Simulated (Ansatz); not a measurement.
Molecular dynamics of H$_{11}$NO$_{4}$ (part 4 of 5)

H$_{11}$NO$_{4}$ (disordered cell, 16 atoms in the cell); DFT r2SCAN-D3(BJ), scalar-relativistic, plane waves, PAW, no spin polarisation (Ansatz 0.2.0); cutoff 500 eV, 1×1×1 k-mesh, Fermi–Dirac smearing of 0.02 eV. It belongs to a series of runs on one base structure; here: dynamics from the start.

Geometry of the input (Å; fractional positions):
```
5.2305  0.0000  0.0000
0.0000  5.2305  0.0000
0.0000  0.0000  5.2305
O  0.1004  0.8401  0.7896
H  0.1735  0.7099  0.9003
H  -0.0477  0.8994  0.8854
O  0.3052  0.4665  0.1361
H  0.4038  0.5096  0.2901
H  0.1694  0.3591  0.2091
O  0.9522  0.1755  0.3904
H  0.8562  0.0842  0.2554
H  1.0240  0.0462  0.5036
O  0.5955  0.5487  0.5661
H  0.7372  0.4314  0.5345
H  0.5077  0.4802  0.7129
N  0.6203  0.9819  1.0325
H  0.5416  0.8578  1.1576
H  0.5137  1.1426  1.0461
H  0.5779  0.9071  0.8576
```

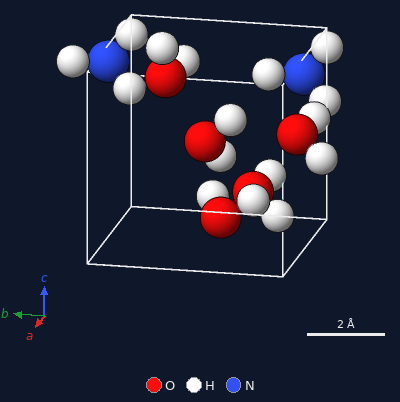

**Figure 1.** The geometry at step 129 of the log (spheres-only view of the cell of the calculation, seen at an oblique angle).

Trajectory as extended XYZ, continued
```
16
Lattice="5.2305 0.0000 0.0000 0.0000 5.2305 0.0000 0.0000 0.0000 5.2305" Properties=species:S:1:pos:R:3:forces:R:3 step=101 time_fs=75.8 energy=-2836.91976 temperature=164.7
O     0.4816    4.2114    3.8166    0.1835  -0.1916  -0.8601
H     1.2015    3.9374    4.3645    0.4379  -0.5715   0.6039
H    -0.3022    4.1670    4.3673   -0.4928   0.2728   0.3914
O     1.7341    2.4137    0.4106   -0.6608  -0.2614  -0.1422
H     2.1542    2.6809    1.2320    0.7962   0.3020   0.5598
H     1.0450    1.8479    0.7967    0.0040   0.0554  -0.3450
O     4.9945    0.7660    2.1747   -0.8119   1.9105  -2.0744
H     4.8369    0.3564    1.3039   -0.2037  -0.0479   0.4179
H     5.3236    0.0986    2.7517    0.8111  -1.4117   1.1839
O     3.1184    2.7850    2.7845    1.4118  -0.2092  -0.4848
H     3.8815    2.1390    2.6930   -0.7927   0.6075  -0.0627
H     2.4759    2.3164    3.2987   -0.6681  -0.3962   0.6041
N     3.4086    5.1362    5.0376    0.7068  -0.9146   0.6349
H     2.9130    4.7750    5.8287   -0.1932   0.3270   0.7395
H     3.2511    6.1126    4.9461   -0.4945   0.6588   0.0529
H     2.9614    4.6489    4.2948   -0.0337  -0.1299  -1.2190
16
Lattice="5.2305 0.0000 0.0000 0.0000 5.2305 0.0000 0.0000 0.0000 5.2305" Properties=species:S:1:pos:R:3:forces:R:3 step=104 time_fs=78.0 energy=-2837.02807 temperature=210.4
O     0.4837    4.2072    3.8080    0.9693  -0.5754  -0.1318
H     1.2038    3.9279    4.3949   -0.4243  -0.2040  -0.0655
H    -0.3165    4.1537    4.3403   -0.3604   0.3079   0.3369
O     1.7379    2.4149    0.4117   -0.3169  -0.0666   0.9785
H     2.1733    2.6688    1.2679    0.0698  -0.1697  -0.6385
H     1.0279    1.8382    0.7633    0.3883   0.3638  -0.3221
O     4.9879    0.7724    2.1757   -0.0376   1.0750  -0.1484
H     4.8270    0.3682    1.3231   -0.2832  -0.4577  -0.3178
H     5.3604    0.0957    2.7788    0.1615  -0.2305   0.0525
O     3.1132    2.7622    2.7882    0.3871   0.6418  -0.3213
H     3.8771    2.1571    2.7136   -0.1659  -0.2276  -0.0855
H     2.4219    2.3071    3.2588   -0.3003  -0.3840   0.4689
N     3.4198    5.1251    5.0341    0.4540   0.0461  -0.8452
H     2.9338    4.7773    5.8265   -0.5465   0.0998   0.8043
H     3.2565    6.1211    4.9121   -0.2607  -0.3225   0.3517
H     2.9933    4.6570    4.2368    0.2659   0.1037  -0.1167
16
Lattice="5.2305 0.0000 0.0000 0.0000 5.2305 0.0000 0.0000 0.0000 5.2305" Properties=species:S:1:pos:R:3:forces:R:3 step=108 time_fs=81.0 energy=-2836.93140 temperature=159.3
O     0.4892    4.2048    3.8014   -0.1416  -0.9085   1.1673
H     1.1834    3.9158    4.4345   -0.5259  -0.0212  -0.4559
H    -0.3514    4.1291    4.3443    0.9547   0.5715  -0.6481
O     1.7419    2.4147    0.4145    0.2783   0.3587   0.4663
H     2.2180    2.6453    1.2627   -0.3892  -0.4070  -0.6744
H     1.0291    1.8209    0.6894    0.1849   0.1889   0.2235
O     4.9785    0.7856    2.1753    0.8287  -0.2117   1.2393
H     4.8186    0.3553    1.3386   -0.2626  -0.4942  -0.4515
H     5.4121    0.0900    2.8175   -0.7038   0.9703  -1.0592
O     3.1034    2.7404    2.7939   -1.1502   0.5514   0.2887
H     3.8754    2.1649    2.7189    0.1398  -0.7312  -0.0498
H     2.3653    2.2752    3.2468    0.9558   0.2501  -0.2330
N     3.4322    5.1118    5.0249   -0.2689  -0.1522  -0.9838
H     2.9308    4.7980    5.8512   -0.2094   0.1148  -0.4234
H     3.2409    6.1005    4.8776   -0.0207  -0.1798   0.4732
H     3.0412    4.6719    4.1600    0.3301   0.1001   1.1210
16
Lattice="5.2305 0.0000 0.0000 0.0000 5.2305 0.0000 0.0000 0.0000 5.2305" Properties=species:S:1:pos:R:3:forces:R:3 step=111 time_fs=83.2 energy=-2836.96733 temperature=186.4
O     0.4945    4.2053    3.7985   -0.5408  -0.4606   0.1114
H     1.1474    3.9071    4.4257    0.6500  -0.4440   0.3552
H    -0.3331    4.1341    4.3265    0.3363   0.4946  -0.3932
O     1.7421    2.4179    0.4183   -0.3979  -0.0175  -0.8611
H     2.2516    2.6155    1.2173   -0.0160  -0.2046   0.5105
H     1.0389    1.7946    0.6577    0.3889   0.3588   0.3829
O     4.9762    0.7924    2.1819    0.3312  -0.2813  -0.3568
H     4.8077    0.3312    1.3333   -0.0721   0.1101   0.5549
H     5.4335    0.1348    2.7956   -0.4813   0.4055  -0.5348
O     3.0906    2.7238    2.8024    0.0075   0.2809  -0.0648
H     3.8738    2.1365    2.7146   -0.4355  -0.2245   0.0264
H     2.3654    2.2479    3.2361    0.4666   0.0379   0.0302
N     3.4350    5.1037    5.0139    0.0117  -0.3017   0.4170
H     2.9194    4.8143    5.8569   -0.0004  -0.0357  -1.0514
H     3.2257    6.0673    4.8683   -0.0466   0.8797   0.3382
H     3.0951    4.6946    4.1420   -0.2019  -0.5975   0.5352
16
Lattice="5.2305 0.0000 0.0000 0.0000 5.2305 0.0000 0.0000 0.0000 5.2305" Properties=species:S:1:pos:R:3:forces:R:3 step=115 time_fs=86.2 energy=-2836.91740 temperature=268.4
O     0.4998    4.2088    3.7916    2.1725  -0.8314   0.1503
H     1.1352    3.8436    4.4504   -0.3957   0.0524  -0.6277
H    -0.3126    4.1670    4.2674   -1.1919   0.2570   0.6420
O     1.7441    2.4267    0.4189    0.0336   0.1054  -0.6189
H     2.3022    2.5585    1.2036   -0.0196   0.0477   0.3533
H     1.0942    1.7700    0.6804   -0.1277   0.0558   0.2924
O     4.9791    0.8023    2.1917   -1.1302   1.6148  -2.1975
H     4.8079    0.3116    1.3627   -0.1109   0.1140   0.3949
H     5.4429    0.2261    2.7641    0.9817  -1.5453   1.3629
O     3.0737    2.6978    2.8141    0.3608   0.3650  -0.3150
H     3.8201    2.0790    2.7283    0.2254  -0.1484  -0.1332
H     2.3796    2.1904    3.2258   -0.4598  -0.1100   0.4320
N     3.4363    5.0928    5.0068    1.1214   1.2530   0.7971
H     2.9046    4.8137    5.7969   -0.7564  -0.8186   0.2528
H     3.2006    6.0591    4.9021    0.0857   0.7602   0.0657
H     3.1596    4.7012    4.1457   -0.7889  -1.1715  -0.8513
16
Lattice="5.2305 0.0000 0.0000 0.0000 5.2305 0.0000 0.0000 0.0000 5.2305" Properties=species:S:1:pos:R:3:forces:R:3 step=118 time_fs=88.5 energy=-2837.00211 temperature=276.6
O     0.5076    4.2105    3.7824    1.0799  -0.9907   0.9532
H     1.1216    3.7992    4.4491   -0.6916   0.2728  -0.8151
H    -0.3443    4.2103    4.2506    0.2132   0.2561   0.0960
O     1.7436    2.4334    0.4170    0.4902  -0.1971   0.4614
H     2.3314    2.5231    1.2173   -0.4568   0.2223  -0.4366
H     1.1338    1.7429    0.7076   -0.1971   0.2154   0.0326
O     4.9800    0.8125    2.1924    0.0279   1.1610   0.0003
H     4.7954    0.2958    1.4150   -0.3414  -0.5463  -0.7029
H     5.4713    0.2345    2.7984    0.1139  -0.4879   0.3058
O     3.0592    2.6762    2.8244   -0.4018  -0.6104   0.2168
H     3.7882    2.0334    2.7447    0.4812   0.0384  -0.2594
H     2.3737    2.1242    3.2462    0.1008   0.6719  -0.0188
N     3.4443    5.0874    5.0088    0.5153   1.5833  -0.3492
H     2.8612    4.7951    5.7510   -0.7961  -0.9391   0.5560
H     3.1937    6.0826    4.9401    0.3461  -0.4711  -0.2180
H     3.1789    4.6566    4.1276   -0.4836  -0.1786   0.1778
16
Lattice="5.2305 0.0000 0.0000 0.0000 5.2305 0.0000 0.0000 0.0000 5.2305" Properties=species:S:1:pos:R:3:forces:R:3 step=122 time_fs=91.5 energy=-2836.89649 temperature=253.2
O     0.5191    4.2077    3.7739   -1.2350   0.3216  -0.4152
H     1.0732    3.7620    4.3916    0.9184  -0.7682   0.8398
H    -0.3455    4.2858    4.2525    0.7725   0.1415  -0.1279
O     1.7423    2.4435    0.4164    0.3461  -0.4442   0.4082
H     2.3313    2.4970    1.2067   -0.0188   0.5544  -0.1645
H     1.1795    1.7292    0.7395   -0.5662   0.0988  -0.1621
O     4.9806    0.8282    2.1897    1.0782  -0.9182   0.7762
H     4.7574    0.2487    1.4399   -0.1371   0.0952   0.1199
H     5.5016    0.2092    2.8501   -1.0292   0.9111  -1.2441
O     3.0397    2.6465    2.8358   -0.0002  -1.5723   0.4108
H     3.7751    1.9747    2.7474   -0.0382   0.6796  -0.2704
H     2.3673    2.0746    3.2741    0.2840   0.9703  -0.2186
N     3.4592    5.0853    5.0175   -1.3558  -1.0712  -0.6433
H     2.7739    4.7184    5.7007    0.6309   0.1853  -0.4268
H     3.2111    6.0748    4.9408    0.0795  -0.3953  -0.3141
H     3.1711    4.5669    4.1189    0.2709   1.2118   1.4323
16
Lattice="5.2305 0.0000 0.0000 0.0000 5.2305 0.0000 0.0000 0.0000 5.2305" Properties=species:S:1:pos:R:3:forces:R:3 step=125 time_fs=93.8 energy=-2836.92217 temperature=309.0
O     0.5230    4.2036    3.7668    0.3128  -0.1921  -0.1922
H     1.0563    3.7010    4.3880    0.2846  -0.3255   0.1714
H    -0.2955    4.3637    4.2566   -0.2325   0.1151   0.3818
O     1.7406    2.4487    0.4140   -0.8006  -1.2285  -0.1225
H     2.3222    2.4894    1.1765    0.8054   0.7513   0.7509
H     1.1978    1.7049    0.7591   -0.2607   0.6950  -0.5491
O     4.9863    0.8377    2.1900    0.3106  -0.7618  -0.5703
H     4.7391    0.2243    1.4524   -0.0145   0.5958   0.5927
H     5.4787    0.2450    2.8260   -0.3202   0.2795  -0.4793
O     3.0271    2.6202    2.8447    1.0879  -0.7616  -0.2498
H     3.7770    1.9614    2.7468   -0.2589   0.7474  -0.1959
H     2.3692    2.0696    3.2646   -0.6151   0.0881   0.3869
N     3.4642    5.0798    5.0176   -1.0857  -2.5610   0.3896
H     2.7426    4.6491    5.6311    0.8374   0.8381   0.1290
H     3.2461    6.0421    4.9252   -0.4762   0.8575  -0.3059
H     3.1578    4.5443    4.1824    0.4258   0.8626  -0.1372
16
Lattice="5.2305 0.0000 0.0000 0.0000 5.2305 0.0000 0.0000 0.0000 5.2305" Properties=species:S:1:pos:R:3:forces:R:3 step=129 time_fs=96.8 energy=-2836.83194 temperature=256.8
O     0.5275    4.1946    3.7570    1.2215  -1.2879   1.2353
H     1.0394    3.5945    4.3884   -0.7662   0.8974  -1.0542
H    -0.2334    4.4575    4.3055   -0.1723  -0.0515   0.2604
O     1.7345    2.4470    0.4051   -0.2141  -1.1987   0.6673
H     2.3567    2.5193    1.1659   -0.0965   0.4628  -0.0611
H     1.1957    1.6977    0.7598    0.0422   0.9154  -0.4780
O     4.9959    0.8480    2.1908   -0.3594   1.5839  -0.8648
H     4.7269    0.2524    1.4964   -0.4448  -0.4518  -0.6466
H     5.4446    0.2917    2.8078    0.8671  -1.0599   0.9771
O     3.0181    2.5836    2.8588   -0.1617   0.3580  -0.1824
H     3.7814    1.9989    2.7313    0.3496  -0.3024  -0.0641
H     2.3352    2.0481    3.2719   -0.0327   0.0368   0.1294
N     3.4693    5.0604    5.0147   -0.2702   0.0281   1.0534
H     2.7300    4.6087    5.5530    0.2112   0.8759   1.0901
H     3.2708    6.0549    4.8838   -0.3441  -0.5619   0.1526
H     3.1644    4.5659    4.2152    0.1705  -0.2443  -2.2145
16
Lattice="5.2305 0.0000 0.0000 0.0000 5.2305 0.0000 0.0000 0.0000 5.2305" Properties=species:S:1:pos:R:3:forces:R:3 step=132 time_fs=99.0 energy=-2836.93812 temperature=342.9
O     0.5377    4.1861    3.7538   -0.4366  -0.0941   1.2220
H     0.9966    3.5477    4.3351    0.0675   0.2296  -0.2563
H    -0.1924    4.5113    4.3664    0.5160  -0.4580  -0.4781
O     1.7322    2.4437    0.3985    1.1622   0.5545   0.0790
H     2.3745    2.5539    1.1509   -0.5331   0.1571  -0.3412
H     1.1969    1.7432    0.7379   -0.9483  -0.6578   0.4299
O     5.0052    0.8608    2.1925    0.5539   0.9772   0.6040
H     4.7159    0.2462    1.5384   -0.6100  -0.7722  -1.0733
H     5.4453    0.2846    2.8456    0.1923  -0.1316  -0.0813
O     3.0148    2.5596    2.8658   -1.2977   0.3928   0.2232
H     3.7981    2.0197    2.7077    0.3207  -0.7481   0.0786
H     2.2954    2.0285    3.2818    1.1273   0.4698  -0.4514
N     3.4698    5.0469    5.0126   -0.1500   0.2060  -1.4375
H     2.7365    4.6321    5.5511   -0.4133   0.2898   1.1214
H     3.2543    6.0418    4.8448   -0.1099  -0.7417   0.4287
H     3.1824    4.5754    4.1371    0.5589   0.3265  -0.0678
16
Lattice="5.2305 0.0000 0.0000 0.0000 5.2305 0.0000 0.0000 0.0000 5.2305" Properties=species:S:1:pos:R:3:forces:R:3 step=136 time_fs=102.0 energy=-2836.82239 temperature=339.9
O     0.5501    4.1738    3.7556   -0.9793   1.4026  -0.3211
H     0.9548    3.4821    4.2392    1.1409  -1.2078   0.8833
H    -0.0852    4.5425    4.4144   -0.1250  -0.3484  -0.1023
O     1.7404    2.4397    0.3889   -0.9280  -0.5482  -0.9697
H     2.3502    2.6176    1.1012    0.4119   0.0837   0.9345
H     1.1319    1.7800    0.7599    0.1094   0.3350   0.1933
O     5.0155    0.8813    2.1990    0.5158  -1.8101   0.2099
H     4.6728    0.2003    1.5566    0.2319   0.9477   0.5006
H     5.4598    0.2681    2.8937   -0.5509   0.9255  -1.4002
O     3.0053    2.5323    2.8699    1.4312   1.1837  -0.9575
H     3.8232    2.0021    2.6624   -0.8878  -0.2028   0.4243
H     2.3064    2.0279    3.2467   -0.3612  -0.8782   0.4517
N     3.4677    5.0277    5.0012   -0.7428  -1.1819  -1.3600
H     2.7255    4.6810    5.6310    0.5623   0.1244  -0.6300
H     3.2200    5.9769    4.8316   -0.1125   1.0792   0.2690
H     3.2394    4.6115    4.0391    0.2842   0.0956   1.8741
16
Lattice="5.2305 0.0000 0.0000 0.0000 5.2305 0.0000 0.0000 0.0000 5.2305" Properties=species:S:1:pos:R:3:forces:R:3 step=139 time_fs=104.2 energy=-2836.83379 temperature=349.6
O     0.5547    4.1672    3.7594    1.1242  -1.3216  -0.0500
H     0.9691    3.3706    4.1993   -0.3238   1.3514  -0.3433
H     0.0159    4.5620    4.4457   -0.7193  -0.0500   0.7659
O     1.7462    2.4336    0.3809   -1.1620  -0.9610  -0.1935
H     2.3444    2.6685    1.1056   -0.0901  -0.1623   0.4395
H     1.0885    1.8130    0.7887    0.8113   0.8515  -0.1106
O     5.0244    0.8927    2.2021    0.1320  -0.8873  -0.2844
H     4.6420    0.2196    1.5976    0.0370   0.6014  -0.0843
H     5.4587    0.2827    2.8510    0.0183   0.2721  -0.3442
O     3.0001    2.5176    2.8666    1.5220   1.2341  -1.0797
H     3.8065    1.9809    2.6396   -0.7800  -0.1156   0.4846
H     2.3190    2.0038    3.2530   -0.5400  -0.9868   0.5360
N     3.4660    5.0112    4.9891   -0.2745   0.8510   0.9592
H     2.7460    4.7046    5.6641    0.4899  -0.2561  -1.0170
H     3.1917    5.9691    4.8377    0.1745   0.6070   0.2744
H     3.3072    4.6334    4.0682   -0.4196  -1.0280   0.0473
16
Lattice="5.2305 0.0000 0.0000 0.0000 5.2305 0.0000 0.0000 0.0000 5.2305" Properties=species:S:1:pos:R:3:forces:R:3 step=143 time_fs=107.2 energy=-2836.78760 temperature=321.3
O     0.5634    4.1541    3.7671    0.2936  -0.4631   0.6535
H     0.9665    3.3244    4.1247   -0.2368   1.2219  -0.0774
H     0.1169    4.5708    4.5454   -0.0176  -0.6314  -0.5180
O     1.7481    2.4229    0.3678    0.2465   0.0309   0.4808
H     2.3230    2.6986    1.1307   -0.5696  -0.4298  -0.4814
H     1.0665    1.8975    0.8062   -0.0343  -0.0031   0.1909
O     5.0355    0.9015    2.2052    0.0080   1.7261  -0.4289
H     4.5948    0.2844    1.6494   -0.8134  -0.8011  -1.3597
H     5.5012    0.3095    2.7718    0.9568  -1.0969   1.2029
O     3.0036    2.5028    2.8588   -1.2359   0.1012   0.2999
H     3.7627    1.9442    2.6518    0.4695  -0.4455   0.1208
H     2.3258    1.9273    3.2804    0.9278   0.6026  -0.4237
N     3.4640    4.9971    4.9714    1.3192   2.6652   0.5235
H     2.7947    4.6987    5.6191   -1.2036  -1.1001   0.6252
H     3.1888    5.9787    4.8529    0.3661  -0.3353  -0.0105
H     3.3576    4.5770    4.0841   -0.4763  -1.0417  -0.7981
16
Lattice="5.2305 0.0000 0.0000 0.0000 5.2305 0.0000 0.0000 0.0000 5.2305" Properties=species:S:1:pos:R:3:forces:R:3 step=146 time_fs=109.5 energy=-2836.78123 temperature=331.8
O     0.5721    4.1421    3.7762   -1.0639   2.5226  -0.5072
H     0.9369    3.3480    4.0582    1.3584  -2.0717   0.8659
H     0.1867    4.5257    4.5931   -0.2511  -0.2761  -0.5010
O     1.7510    2.4160    0.3610   -0.0073   0.0021   0.1547
H     2.2819    2.6992    1.1283    0.1421  -0.1167  -0.0398
H     1.0497    1.9538    0.8261   -0.4315  -0.3339   0.1247
O     5.0430    0.9065    2.2068    0.0480  -0.7434  -0.4205
H     4.5140    0.3055    1.6275    0.6327   0.4110   0.1978
H     5.5783    0.2817    2.7630   -0.5998   0.0841  -0.3684
O     3.0052    2.4986    2.8561   -0.9496  -0.2132   0.2965
H     3.7479    1.9104    2.6695    0.8246  -0.1312  -0.0683
H     2.3743    1.8846    3.2777    0.2927   0.6569  -0.1328
N     3.4623    4.9929    4.9576    0.3568  -0.0549  -0.6453
H     2.7807    4.6432    5.6060   -0.3346  -0.5001  -0.0935
H     3.1963    5.9710    4.8837    0.0825  -0.1835  -0.5003
H     3.3675    4.4624    4.0418   -0.1002   0.9478   1.6373
16
Lattice="5.2305 0.0000 0.0000 0.0000 5.2305 0.0000 0.0000 0.0000 5.2305" Properties=species:S:1:pos:R:3:forces:R:3 step=150 time_fs=112.5 energy=-2836.61089 temperature=279.3
O     0.5789    4.1321    3.7813    0.5666  -0.7934  -0.3079
H     0.9690    3.2670    4.0190    0.0337   0.8644  -0.1122
H     0.2336    4.4424    4.6248   -0.5327   0.1812   0.1154
O     1.7548    2.4047    0.3557   -1.0646  -0.4554   0.4898
H     2.2557    2.7130    1.1202    0.5904   0.0104   0.2953
H     0.9973    2.0315    0.8565    0.2545  -0.1162  -0.4824
O     5.0537    0.9091    2.2088    0.1049  -0.5991  -0.3616
H     4.4701    0.3522    1.6369    0.8237   0.2026   0.2520
H     5.6196    0.2700    2.7298   -0.9308   0.1459  -0.4263
O     3.0075    2.4927    2.8594    1.0293  -0.2769  -0.4589
H     3.7848    1.8903    2.6882   -0.0311   0.7892   0.0662
H     2.4329    1.8652    3.2767   -0.8001  -0.2287   0.5448
N     3.4636    4.9887    4.9395   -0.6575  -2.8816   1.1520
H     2.7593    4.5204    5.5705    0.9855   1.0180  -0.8951
H     3.2064    5.9496    4.9044   -0.4829   0.4298  -0.7960
H     3.3853    4.3608    4.0874    0.1110   1.7100   0.9250
16
Lattice="5.2305 0.0000 0.0000 0.0000 5.2305 0.0000 0.0000 0.0000 5.2305" Properties=species:S:1:pos:R:3:forces:R:3 step=153 time_fs=114.8 energy=-2836.50811 temperature=238.4
O     0.5810    4.1222    3.7811    0.7885  -1.6672   0.5053
H     1.0082    3.2348    3.9860   -0.4952   1.8915  -0.2962
H     0.2276    4.3778    4.6570   -0.2228   0.0391  -0.5865
O     1.7549    2.3974    0.3533   -1.1060  -0.3150   0.5655
H     2.2640    2.7326    1.1044    0.3979  -0.1764   0.2501
H     0.9604    2.0887    0.8479    0.5645  -0.1165  -0.4718
O     5.0625    0.9096    2.2082    0.1236   1.3744  -0.2964
H     4.4916    0.3894    1.6534   -0.3266  -0.6869  -0.7690
H     5.5938    0.2797    2.6942    0.2137  -0.8903   0.6073
O     3.0147    2.4819    2.8618    0.3858  -0.4668   0.0064
H     3.8168    1.9212    2.7126    0.0075   0.5303   0.0125
H     2.4475    1.8352    3.2925   -0.2627   0.1940   0.1059
N     3.4651    4.9765    4.9308   -0.0530  -0.4533   3.2914
H     2.7732    4.4592    5.4868    0.1783   1.1111   0.2801
H     3.2094    5.9475    4.8809   -0.4526  -0.2318  -0.6678
H     3.4126    4.3628    4.1756    0.2594  -0.1361  -2.5371
```
